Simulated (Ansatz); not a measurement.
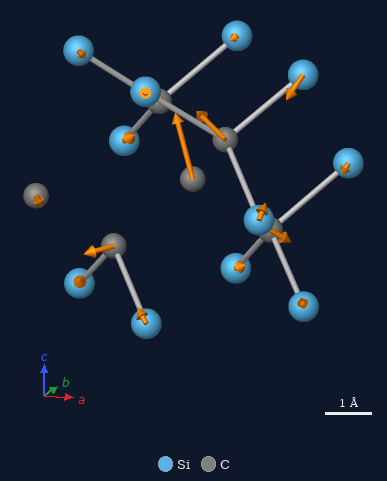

This is a relaxation of solid Si58C6 (a generated structure, set up in P1). The starting structure is drawn; orange arrows show the displacements (the part carried along by the change of the cell is left out), at their true length.

A ball-and-stick model of the atoms within 4.2 Å of the atom that moves most (axes of the cell of the calculation (origin shifted)), seen slightly off an axis.

Computed with Ansatz 0.2.0, DFT, PBEsol, PAW, plane waves. (plane-wave cutoff 420 eV; k-point mesh 1 × 1 × 1; mesh shifted by (0.5, 0.5, 0.5); no spin polarisation; cell relaxed at fixed shape; force threshold 0.03 eV/Å; at most 80 steps)

> Which element moves most?

Carbon: up to 1.51 Å, against 0.70 Å for silicon.

> What did the optimiser do to the structure, and how much energy did it gain?

A C atom moves most relative to the cell: 1.51 Å roughly along [−1 0 3]. Largest moves by element: C 1.51 Å, Si 0.70 Å. Cell: a = b = c 10.527 → 10.609 Å (+0.8 %). Volume +2.3 %. Among the contacts that change: C–Si 3.782 → 2.351 Å, Si–Si 3.740 → 2.699 Å, C–C 2.310 → 1.301 Å, C–Si 2.324 → 3.209 Å. New bonds form: C–C (2.28 → 1.40 Å), C–C (2.29 → 1.53 Å), C–C (2.31 → 1.30 Å). Bond angles that change, for instance: Si–C–Si 108.9° → 120.0°, Si–C–Si 110.5° → 119.5°, Si–C–Si 110.9° → 119.6°. The space group stays P1 (No. 1). After 23 geometry steps the energy has fallen by 244 meV per atom. The largest force component goes from 2.5 to 0.027 eV/Å. The pressure goes from 4.35 to 0.00 GPa.
